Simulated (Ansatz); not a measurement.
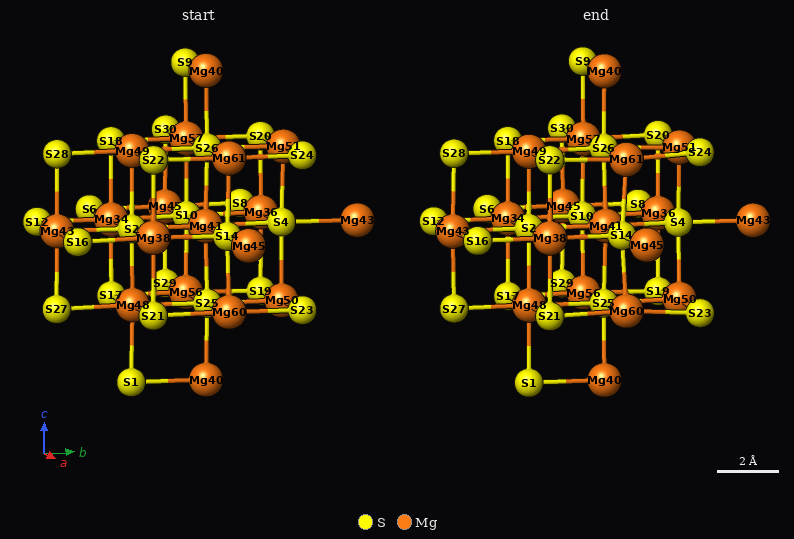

The structure of a defect cell of composition S$_{32}$Mg$_{31}$ (cell charge −2) before (left) and after (right) a relaxation, at one scale.

A ball-and-stick model of the atoms within 5.8 Å of the atom that moves most (axes of the cell of the calculation), seen slightly off an axis.

The calculation used DFT, PBEsol, PAW, plane waves (Ansatz 0.2.0). Set-up: plane-wave cutoff 420 eV; k-point mesh 1 × 1 × 1; mesh shifted by (0.25, 0.25, 0.25); no spin polarisation; atoms relaxed in a fixed cell; force threshold 0.03 eV/Å; at most 80 steps.

Question: What changed between the two?

Answer: The atom that moves furthest is Mg41 (0.13 Å roughly along [1 1 0]). Largest moves by element: Mg 0.13 Å, S 0.11 Å. The lattice vectors keep their values. Near-neighbour distances that change, for instance: S12–Mg43 2.516 → 2.640 Å, S16–Mg38 2.605 → 2.486 Å, S2–Mg38 2.529 → 2.622 Å, S4–Mg36 2.579 → 2.486 Å. Bond angles that change, for instance: S4–Mg43–S16 89.1° → 96.9°, S2–Mg41–S10 93.0° → 86.4°, Mg41–S14–Mg45 179.2° → 173.1°. Over 2 accepted moves (3 points after the start) the energy falls by 0.728 eV per cell of the calculation. Largest force component: 0.72 eV/Å at the start, 0.019 eV/Å at the end. 1 step only repeated the SCF at the same geometry. Cost: 20 s on 8 threads of Intel(R) Xeon(R) 6975P-C, peak memory 2.1 GiB.

Limits of the set-up: the cell is charged, on a uniform background, and energies carry no finite-size correction.
